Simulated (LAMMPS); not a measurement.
Geometry relaxation of Si

The run: geometry relaxation of Si (P6₃/mmc, 8 atoms in the cell). Method and program: classical potential SiC_Erhart-Albe.tersoff (style tersoff) (LAMMPS 22 Jul 2025 update 4).

The structure was built on a prototype by a generator. The geometry comes from this level: r2SCAN.

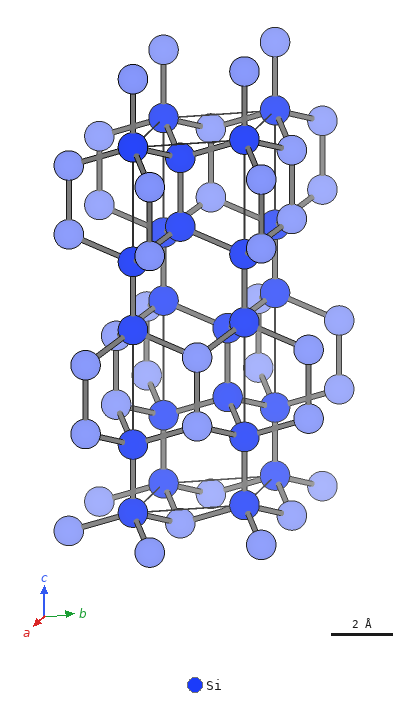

**Figure 1.** The starting structure (ball-and-stick view of the cell of the calculation, seen slightly off an axis; neighbours outside the cell are drawn fainter). Near neighbours in the crystal (not all of them lie inside the picture): Si has 4 Si at 2.35 to 2.38 Å.

Input file
```
units metal
boundary p p p
atom_style atomic
read_data data.lmp
pair_style tersoff
pair_coeff * * SiC_Erhart-Albe.tersoff Si
thermo_style custom step pe press pxx pyy pzz pyz pxz pxy vol fmax
thermo_modify format float %.8f
dump 1 all custom 10 dump.lmp id type x y z fx fy fz
dump_modify 1 sort id format float %.8f
thermo 10
fix 1 all box/relax tri 0.0 vmax 0.001
min_style cg
minimize 0.0 1.0e-6 400 4000
minimize 0.0 1.0e-6 400 4000
unfix 1
undump 1
write_dump all custom end.lmp id type x y z modify sort id format float %.8f
run 0
```

File data.lmp
```
crystal

8 atoms
1 atom types

0.0 3.84017484 xlo xhi
0.0 3.32568897 ylo yhi
0.0 12.62367090 zlo zhi
-1.92008742 -0.00000000 -0.00000000 xy xz yz

Masses

1 28.0850

Atoms

1 1 0.00000000 0.00000000 0.00696420
2 1 -0.00000000 2.21712598 3.15173597
3 1 0.00000000 0.00000000 6.31879965
4 1 1.92008742 1.10856299 9.46357142
5 1 1.92008742 3.32568897 2.35997410
6 1 -0.00000000 2.21712598 5.52703778
7 1 1.92008742 3.32568897 8.67180955
8 1 1.92008742 1.10856299 11.83887323
```

Machine: 1 thread of Arm Neoverse V1, 24 GiB of memory available, shared host.

Command:
```bash
lmp -in in.lmp -log none -nocite
```

What the program printed
```
using 1 OpenMP thread(s) per MPI task
Reading data file ...
  triclinic box = (0 0 0) to (3.8401748 3.325689 12.623671) with tilt (-1.9200874 -0 -0)
WARNING: Triclinic box skew is large. LAMMPS will run inefficiently. (src/src/domain.cpp:221)
  1 by 1 by 1 MPI processor grid
  reading atoms ...
  8 atoms
  read_data CPU = 0.001 seconds
Neighbor list info ...
  max neighbors/atom: 2000, page size: 100000
  master list distance cutoff = 4.96
  ghost atom cutoff = 4.96
  binsize = 2.48, bins = 3 2 6
  1 neighbor lists, perpetual/occasional/extra = 1 0 0
  (1) pair tersoff, perpetual
      attributes: full, newton on
      pair build: full/bin/atomonly
      stencil: full/bin/3d
      bin: standard
Setting up cg style minimization ...
  Unit style    : metal
  Current step  : 0
WARNING: Energy due to 6 extra global DOFs will be included in minimizer energies
 (src/src/min.cpp:222)
Per MPI rank memory allocation (min/avg/max) = 4.201 | 4.201 | 4.201 Mbytes
   Step         PotEng         Press           Pxx            Pyy            Pzz            Pyz            Pxz            Pxy           Volume          Fmax
         0  -37.02014935 -7297.79326802 -3891.07619381 -3891.07804858 -14111.22556166 -0.00000000 -0.00000000 0.00000000 161.21976800 0.15572490
        10  -37.02730201 -108.87270111 -222.72586393 -222.77473540 118.88249602 -0.00000000 0.00000000 -41.32058253 160.02136258 0.01226694
        20  -37.02731730 0.01427168 0.01803975 0.01776734 0.00700794 0.00000000 0.00000000 0.04054529 160.00373179 0.00000247
        30  -37.02731730 -0.00137475 -0.00219960 -0.00160915 -0.00031550 0.00000000 0.00000000 -0.00284029 160.00373431 0.00000011
Loop time of 0.00111025 on 1 procs for 30 steps with 8 atoms

0.0% CPU use with 1 MPI tasks x 1 OpenMP threads

Minimization stats:
  Stopping criterion = force tolerance
  Energy initial, next-to-last, final =
     -37.0201493452001  -37.0273173028232  -37.0273173028232
  Force two-norm initial, final = 1.5596792 5.3569601e-07
  Force max component initial, final = 1.4199487 3.2764798e-07
  Final line search alpha, max atom move = 1 3.2764798e-07
  Iterations, force evaluations = 30 53

MPI task timing breakdown:
Section |  min time  |  avg time  |  max time  |%varavg| %total
---------------------------------------------------------------
Pair    | 0.00069625 | 0.00069625 | 0.00069625 |   0.0 | 62.71
Neigh   | 0          | 0          | 0          |   0.0 |  0.00
Comm    | 4.658e-05  | 4.658e-05  | 4.658e-05  |   0.0 |  4.20
Output  | 6.3341e-05 | 6.3341e-05 | 6.3341e-05 |   0.0 |  5.71
Modify  | 0          | 0          | 0          |   0.0 |  0.00
Other   |            | 0.0003041  |            |       | 27.39

Nlocal:              8 ave           8 max           8 min
Histogram: 1 0 0 0 0 0 0 0 0 0
Nghost:            216 ave         216 max         216 min
Histogram: 1 0 0 0 0 0 0 0 0 0
Neighs:              0 ave           0 max           0 min
Histogram: 1 0 0 0 0 0 0 0 0 0
FullNghs:          216 ave         216 max         216 min
Histogram: 1 0 0 0 0 0 0 0 0 0

Total # of neighbors = 216
Ave neighs/atom = 27
Neighbor list builds = 0
Dangerous builds = 0
Setting up cg style minimization ...
  Unit style    : metal
  Current step  : 30
WARNING: Energy due to 6 extra global DOFs will be included in minimizer energies
 (src/src/min.cpp:222)
Per MPI rank memory allocation (min/avg/max) = 5.453 | 5.453 | 5.453 Mbytes
   Step         PotEng         Press           Pxx            Pyy            Pzz            Pyz            Pxz            Pxy           Volume          Fmax
        30  -37.02731730 -0.00137475 -0.00219960 -0.00160915 -0.00031550 0.00000000 -0.00000000 -0.00284029 160.00373431 0.00000011
        31  -37.02731730 0.00097651 0.00136173 0.00131918 0.00024861 0.00000000 -0.00000000 0.00010114 160.00373393 0.00000008
Loop time of 9.7263e-05 on 1 procs for 1 steps with 8 atoms

0.0% CPU use with 1 MPI tasks x 1 OpenMP threads

Minimization stats:
  Stopping criterion = force tolerance
  Energy initial, next-to-last, final =
     -37.0273173028232  -37.0273173028232  -37.0273173028232
  Force two-norm initial, final = 5.3556162e-07 2.677515e-07
  Force max component initial, final = 3.2753033e-07 1.359913e-07
  Final line search alpha, max atom move = 1 1.359913e-07
  Iterations, force evaluations = 1 2

MPI task timing breakdown:
Section |  min time  |  avg time  |  max time  |%varavg| %total
---------------------------------------------------------------
Pair    | 4.0574e-05 | 4.0574e-05 | 4.0574e-05 |   0.0 | 41.72
Neigh   | 0          | 0          | 0          |   0.0 |  0.00
Comm    | 2.801e-06  | 2.801e-06  | 2.801e-06  |   0.0 |  2.88
Output  | 0          | 0          | 0          |   0.0 |  0.00
Modify  | 0          | 0          | 0          |   0.0 |  0.00
Other   |            | 5.389e-05  |            |       | 55.40

Nlocal:              8 ave           8 max           8 min
Histogram: 1 0 0 0 0 0 0 0 0 0
Nghost:            216 ave         216 max         216 min
Histogram: 1 0 0 0 0 0 0 0 0 0
Neighs:              0 ave           0 max           0 min
Histogram: 1 0 0 0 0 0 0 0 0 0
FullNghs:          216 ave         216 max         216 min
Histogram: 1 0 0 0 0 0 0 0 0 0

Total # of neighbors = 216
Ave neighs/atom = 27
Neighbor list builds = 0
Dangerous builds = 0
WARNING: No fixes with time integration, atoms won't move
Setting up Verlet run ...
  Unit style    : metal
  Current step  : 31
  Time step     : 0.001
Per MPI rank memory allocation (min/avg/max) = 3.076 | 3.076 | 3.076 Mbytes
   Step         PotEng         Press           Pxx            Pyy            Pzz            Pyz            Pxz            Pxy           Volume          Fmax
        31  -37.02731730 0.00097651 0.00136173 0.00131918 0.00024861 0.00000000 -0.00000000 0.00010114 160.00373393 0.00000008
Loop time of 1.186e-06 on 1 procs for 0 steps with 8 atoms

0.0% CPU use with 1 MPI tasks x 1 OpenMP threads

MPI task timing breakdown:
Section |  min time  |  avg time  |  max time  |%varavg| %total
---------------------------------------------------------------
Pair    | 0          | 0          | 0          |   0.0 |  0.00
Neigh   | 0          | 0          | 0          |   0.0 |  0.00
Comm    | 0          | 0          | 0          |   0.0 |  0.00
Output  | 0          | 0          | 0          |   0.0 |  0.00
Modify  | 0          | 0          | 0          |   0.0 |  0.00
Other   |            | 1.186e-06  |            |       |100.00

Nlocal:              8 ave           8 max           8 min
Histogram: 1 0 0 0 0 0 0 0 0 0
Nghost:            216 ave         216 max         216 min
Histogram: 1 0 0 0 0 0 0 0 0 0
Neighs:              0 ave           0 max           0 min
Histogram: 1 0 0 0 0 0 0 0 0 0
FullNghs:          216 ave         216 max         216 min
Histogram: 1 0 0 0 0 0 0 0 0 0

Total # of neighbors = 216
Ave neighs/atom = 27
Neighbor list builds = 0
Dangerous builds = 0
```

Trajectory as extended XYZ (Å, eV, eV/Å), 5 frames, from step=0 to step=31
```
8
Lattice="3.8402 0.0000 0.0000 -1.9201 3.3257 0.0000 0.0000 0.0000 12.6237" Properties=species:S:1:pos:R:3:forces:R:3 step=0 energy=-37.02015 pressure_GPa=-0.73
Si    0.0000    0.0000    0.0070    0.0000   0.0000  -0.0564
Si    0.0000    2.2171    3.1517    0.0000   0.0000   0.1557
Si    0.0000    0.0000    6.3188    0.0000   0.0000  -0.0564
Si    1.9201    1.1086    9.4636    0.0000   0.0000   0.1557
Si    3.8402    0.0000    2.3600    0.0000   0.0000   0.0564
Si    0.0000    2.2171    5.5270    0.0000   0.0000  -0.1557
Si    3.8402    0.0000    8.6718    0.0000   0.0000   0.0564
Si    1.9201    1.1086   11.8389    0.0000   0.0000  -0.1557
8
Lattice="3.8391 0.0000 0.0000 -1.9193 3.3247 0.0000 0.0000 0.0000 12.5371" Properties=species:S:1:pos:R:3:forces:R:3 step=10 energy=-37.02730 pressure_GPa=-0.01
Si    0.0006    0.0005    0.0437    0.0000   0.0000  -0.0123
Si    0.0007    2.2170    3.1772    0.0001   0.0000   0.0035
Si    0.0005    0.0005    6.3123    0.0000   0.0000  -0.0123
Si    1.9201    1.1087    9.4458   -0.0001   0.0000   0.0035
Si    3.8396    0.0005    2.3935    0.0000   0.0000   0.0123
Si    0.0007    2.2170    5.5286    0.0001   0.0000  -0.0035
Si    3.8396    0.0005    8.6621    0.0000   0.0000   0.0123
Si    1.9201    1.1087   11.7971   -0.0001   0.0000  -0.0035
8
Lattice="3.8388 0.0000 0.0000 -1.9194 3.3245 0.0000 0.0000 0.0000 12.5375" Properties=species:S:1:pos:R:3:forces:R:3 step=20 energy=-37.02732 pressure_GPa=0.00
Si    0.0007    0.0006    0.0431    0.0000   0.0000   0.0000
Si    0.0007    2.2169    3.1775    0.0000   0.0000   0.0000
Si    0.0007    0.0006    6.3118    0.0000   0.0000   0.0000
Si    1.9201    1.1088    9.4462    0.0000   0.0000   0.0000
Si    3.8395    0.0006    2.3939    0.0000   0.0000   0.0000
Si    0.0007    2.2169    5.5282    0.0000   0.0000   0.0000
Si    3.8395    0.0006    8.6626    0.0000   0.0000   0.0000
Si    1.9201    1.1088   11.7970    0.0000   0.0000   0.0000
8
Lattice="3.8388 0.0000 0.0000 -1.9194 3.3245 0.0000 0.0000 0.0000 12.5375" Properties=species:S:1:pos:R:3:forces:R:3 step=30 energy=-37.02732 pressure_GPa=-0.00
Si    0.0007    0.0006    0.0431    0.0000   0.0000   0.0000
Si    0.0007    2.2169    3.1775    0.0000   0.0000   0.0000
Si    0.0007    0.0006    6.3118    0.0000   0.0000   0.0000
Si    1.9201    1.1088    9.4462    0.0000   0.0000   0.0000
Si    3.8395    0.0006    2.3939    0.0000   0.0000   0.0000
Si    0.0007    2.2169    5.5282    0.0000   0.0000   0.0000
Si    3.8395    0.0006    8.6626    0.0000   0.0000   0.0000
Si    1.9201    1.1088   11.7970    0.0000   0.0000   0.0000
8
Lattice="3.8388 0.0000 0.0000 -1.9194 3.3245 0.0000 0.0000 0.0000 12.5375" Properties=species:S:1:pos:R:3:forces:R:3 step=31 energy=-37.02732 pressure_GPa=0.00
Si    0.0007    0.0006    0.0431    0.0000   0.0000   0.0000
Si    0.0007    2.2169    3.1775    0.0000   0.0000   0.0000
Si    1.9201    3.3251    6.3118    0.0000   0.0000   0.0000
Si    1.9201    1.1088    9.4462    0.0000   0.0000   0.0000
Si    1.9201    3.3251    2.3939    0.0000   0.0000   0.0000
Si    0.0007    2.2169    5.5282    0.0000   0.0000   0.0000
Si    0.0007    0.0006    8.6626    0.0000   0.0000   0.0000
Si    1.9201    1.1088   11.7970    0.0000   0.0000   0.0000
```

Summary

| quantity | value |
| --- | --- |
| outcome | converged |
| space group (tolerance 0.01 Å) | P6₃/mmc (194) |
| potential energy | −37.0273 eV |
| pressure | 0.00 GPa |
| final volume | 160.00 Å³ |
| final cell | a = 3.839 Å, b = 3.839 Å, c = 12.537 Å, α = 90.00°, β = 90.00°, γ = 120.00° |
| peak memory | 0.03 GiB |
